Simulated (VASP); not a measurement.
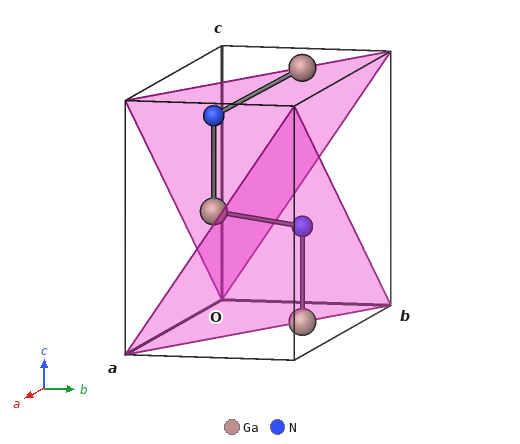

For GaN, coordinates from a relaxation with VASP Kohn-Sham DFT of a periodic cell, TPSS, VASP PAW PBE potentials, recommended (VASP 6.6.1): every member of one family of equally spaced planes, hx + ky + lz = a whole number, that cuts the unit cell is shaded (one member passes through the origin O). Geometry calculated from the standardised cell; symmetry tolerance 0.002 Å.

a = 3.203 Å, b = 3.203 Å, c = 5.220 Å, α = 90.00°, β = 90.00°, γ = 120.00°.

Q: Index the planes.

A: (1 1 −1), in four indices (1 1 −2 −1); the opposite sign names the same planes. The member next to the origin meets the axes a at 1, b at 1, c at −1.

Q: What is the spacing?

A: d = 1.531 Å.

Q: Which atoms of the cell lie in these planes (within 0.03 Å)?

A: 1 of the 2 Ga.
